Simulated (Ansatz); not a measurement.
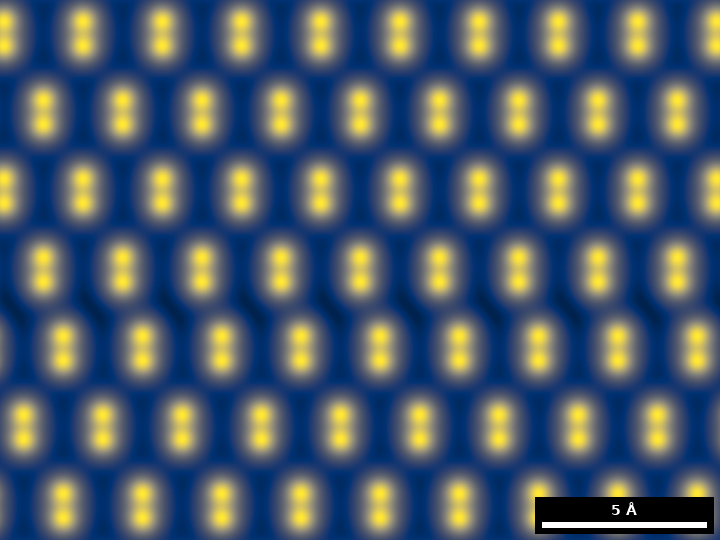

Integrated-DPC-like image of W (P6_3/mmc, No. 194) along [101]. Simulated as the projected potential of neutral atoms (B = 0.3 Å²) blurred by a 0.50 Å probe, the thin-sample limit of integrated differential phase contrast. The display is stretched by a gamma of 0.65; percentages refer to the linear signal.

One planar defect was built into the perfect crystal by geometry alone, without relaxation. Host structure: the input geometry of an electronic-structure calculation (not necessarily at equilibrium); the starting structure was generated, so it need not be a known form of this composition.

Find the planar defect and say what kind it is.

Answer. A planar fault (a stacking fault) runs horizontally about 9 Å below the top edge. The part above it is shifted along the boundary by 1/4 of the 2.42 Å repeat of the rows (0.6 Å to the right, the same as 1.8 Å to the left); both parts keep the same orientation.
